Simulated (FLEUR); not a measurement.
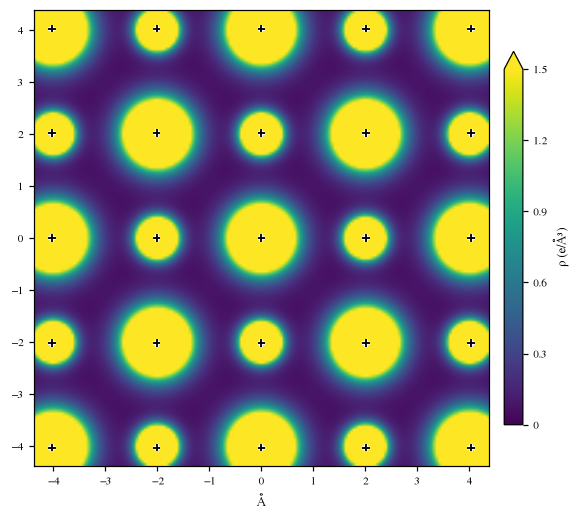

The total electron density on a plane through atoms (crosses mark nuclei in the plane).

Level of theory: FLEUR, Kohn-Sham DFT of a periodic cell, PBEsol, all-electron.

Candidates:
A. ZrC, a = 4.81 Å, b = 4.81 Å, c = 4.81 Å, α = 90.00°, β = 90.00°, γ = 90.00°. Space group Fm-3m.
B. W, a = 3.16 Å, b = 3.16 Å, c = 3.16 Å, α = 90.00°, β = 90.00°, γ = 90.00°. Space group Im-3m.
C. LiF, a = 4.03 Å, b = 4.03 Å, c = 4.03 Å, α = 90.00°, β = 90.00°, γ = 90.00°. Space group Fm-3m.

Question: Which system is this?

Answer: Candidate C: LiF on the (001) plane of the conventional cell, which holds F and Li. Li–F (2.01 Å): ρ is about 0.27 e/Å³ halfway.
